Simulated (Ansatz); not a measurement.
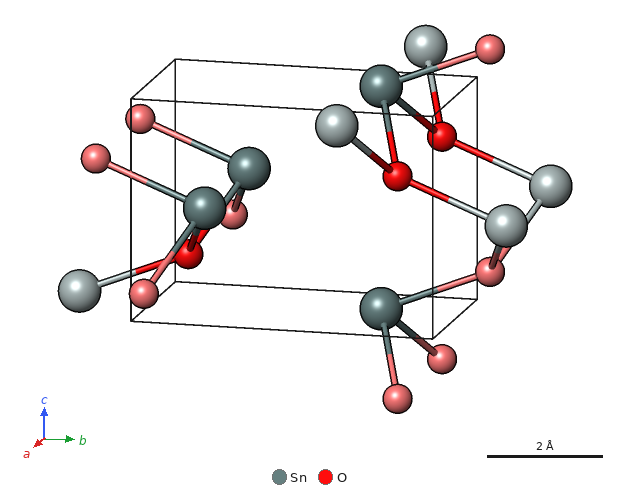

Drawn in the ball-and-stick manner and seen slightly off an axis. The parallelepiped is the conventional unit cell. Atoms just outside the outline that bond to atoms inside are added, in fainter colours.

SnO, space group Pmn2_1 (No. 31), a = 3.128 Å, b = 5.452 Å, c = 4.001 Å, α = 90.00°, β = 90.00°, γ = 90.00°. Starting structure: a structure listed in the Materials Project. The cell was then strained or its atoms displaced on purpose. A calculation with Ansatz used it as input.

This one geometry was computed with Ansatz (DFT, plane waves, PAW) at three levels of theory: PBE, r2SCAN and HSE06.

Question: Which level gives the highest pressure at this volume, and what does that say about its equilibrium volume?

Answer: Highest: PBE (9.5 GPa), which points to the largest equilibrium volume. Lowest, with the smallest volume: HSE06 (5.0 GPa). Levels within 0.5 GPa of each other can't be told apart.

Question: How does the band gap change with the level of theory?

Answer: PBE: a gap of 1.04 eV, indirect; r2SCAN: a gap of 1.29 eV, indirect; HSE06: a gap of 1.62 eV, indirect.

Question: Collect the results in a table.

Answer:
| level | cutoff (eV) | k-mesh of the run's cell | gap (eV) | pressure (GPa) |
| --- | --- | --- | --- | --- |
| PBE | 420 | 8×4×6 | 1.04 | 9.5 |
| r2SCAN | 500 | 8×4×6 | 1.29 | 5.7 |
| HSE06 | 420 | 6×4×4 | 1.62 | 5.0 |

Gaps are taken on the k-mesh or band path of each run.
